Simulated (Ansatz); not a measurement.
System: AlGa₃N₄, space group P-43m (No. 215).

The given structure:
```
CELL_PARAMETERS angstrom
4.45237 0.00000 0.00000
0.00000 4.45237 0.00000
0.00000 0.00000 4.45237
ATOMIC_POSITIONS crystal
Al 0.00000 0.00000 0.00000
Ga 0.50000 0.50000 0.00000
Ga 0.50000 0.00000 0.50000
Ga 0.00000 0.50000 0.50000
N 0.75504 0.75504 0.24496
N 0.75504 0.24496 0.75504
N 0.24496 0.75504 0.75504
N 0.24496 0.24496 0.24496
```

How it was computed, with Ansatz 0.2.0: harmonic phonon frequencies at the zone centre with atoms at rest in the given cell, without the long-range term of polar modes, the three translations left out, imaginary frequencies are negative; plane waves with PAW datasets, Γ-centred k mesh. Level: PBEsol, no spin polarisation.

- wave cutoff: 420 eV
- k mesh: 6×6×6
- occupations: fixed
- pressure: 2 GPa
- phonon method: linear response

Predict the zone-centre optical phonon frequencies (the three acoustic modes are left out).

No frequency is imaginary, so the structure is stable to these displacements (zone-boundary modes weren't tested here). The highest mode lies at 700.1 cm⁻¹ (without the field of polar modes). The optical modes lie at 188.6 (×3), 232.6 (×3), 413.0 (×3), 567.3 (×3), 603.5 (×3), 661.2 (×3), 680.1 (×2), 700.1 cm⁻¹.

```csv
frequency (cm⁻¹)
188.6
188.6
188.6
232.6
232.6
232.6
413.0
413.0
413.0
567.3
567.3
567.3
603.5
603.5
603.5
661.2
661.2
661.2
680.1
680.1
700.1
```

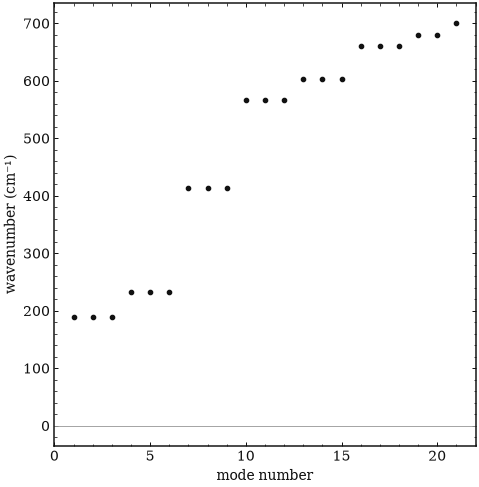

Keep in mind: field response not converged on the k mesh.
